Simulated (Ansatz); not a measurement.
Ni$_{3}$O$_{4}$

Input file:

```
crystal:
  lattice:
    - [2.9242323582, -3.9238236797, 0.0]
    - [2.9242323582, 3.9238236797, 0.0]
    - [0.0, 0.0, 2.8472645958]
  atoms:
    - { symbol: Ni, position: [0.4998396557, 0.0001718573, 0.5] }
    - { symbol: Ni, position: [0.0001718573, 0.4998396557, 0.5] }
    - { symbol: Ni, position: [0.0027368747, 0.0027368747, 0.0] }
    - { symbol: O, position: [0.7827593313, 0.7827593313, 0.5] }
    - { symbol: O, position: [0.2069815661, 0.2069815661, 0.5] }
    - { symbol: O, position: [0.2372526766, 0.762923782, 0.0] }
    - { symbol: O, position: [0.762923782, 0.2372526766, 0.0] }
basis:
  ecutwfc: 420
kpoints:
  mp_grid: { grid: [8, 8, 14] }
hamiltonian:
  xc: pbesol
scf:
  occupations: { method: gaussian, width: 0.15 }
output:
  forces: true
  stress: true
  eigenvalues: true
  write_density: true
  write_potential: true
  elf: true
  volumetric_format: npy
```

Launched as:

```sh
ansatz run input.yaml --threads 2 --pin off --max-ram 5120MiB --backend cpu --events-out ev --progress --plain --runs-dir out
```

Below, planes, directions and counts refer to the conventional cell (a = 2.85 Å, b = 7.85 Å, c = 5.85 Å, α = 90.00°, β = 90.00°, γ = 90.00°).

Space group Amm2; a structure from a database of computed crystals, not necessarily the ambient phase; not relaxed (largest force 1.2 eV/Å); computed without spin polarisation.

Theory: DFT PBEsol, scalar-relativistic, plane waves, PAW in Ansatz.

In a PAW calculation such maps are meaningful between the atoms, not at the nuclei.

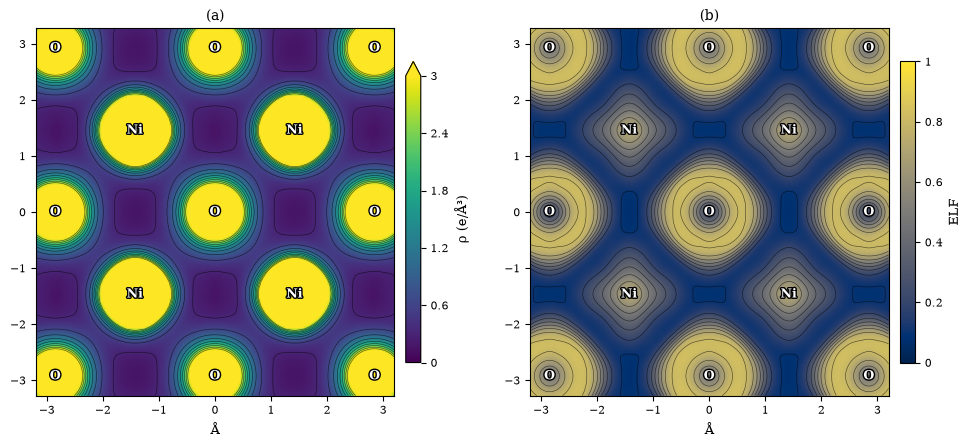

Figure 1. (a) valence pseudo-density; (b) electron localisation function on the (010) plane of the conventional cell.

Read the bonding off the picture.

- The plane passes through Ni and O nuclei.
- Ni–O (2.04 Å): ρ is about 0.52 e/Å³ halfway; the ELF peaks at about 0.80 in the valence shell of O, 0.6 Å from its nucleus, and is about 0.20 at the midpoint (no shared electron pair shows on this line).
- Between the atoms the lowest density in this plane is 0.15 e/Å³.
- The features right at Ni lie inside the PAW spheres, where the map follows smoothed inner orbitals and isn't to be read closely.

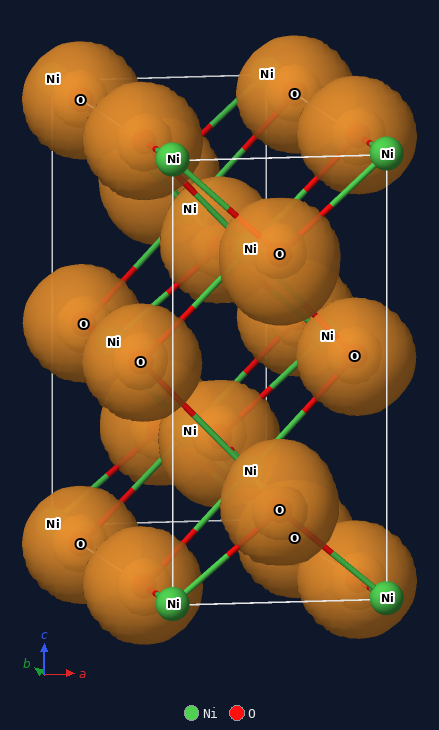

Figure 2. Isosurface of the electron localisation function at 0.7 (orange), seen slightly off an axis. Core shells and regions of very low density are left out. Sticks mark near contacts.

Where are the electrons localised?

At this value the surface marks out eight regions wrapped around O (the valence shell of each), counted in one cell of 14 atoms. Regions shared between cells count once.


Ni–O (1.86 Å): the ELF peaks at about 0.85 in the valence shell of O, 0.6 Å from its nucleus, and is about 0.25 at the midpoint; no localised pair shows between them. Ni–O (1.92 Å): the ELF peaks at about 0.85 in the valence shell of O, 0.6 Å from its nucleus, and is about 0.25 at the midpoint: no shared electron pair shows on this line.

Metal or insulator at this level of theory?

It is metallic or semimetallic at this level of theory: no gap opens; semilocal functionals without U, or without the true magnetic order, often close the gap of such compounds.
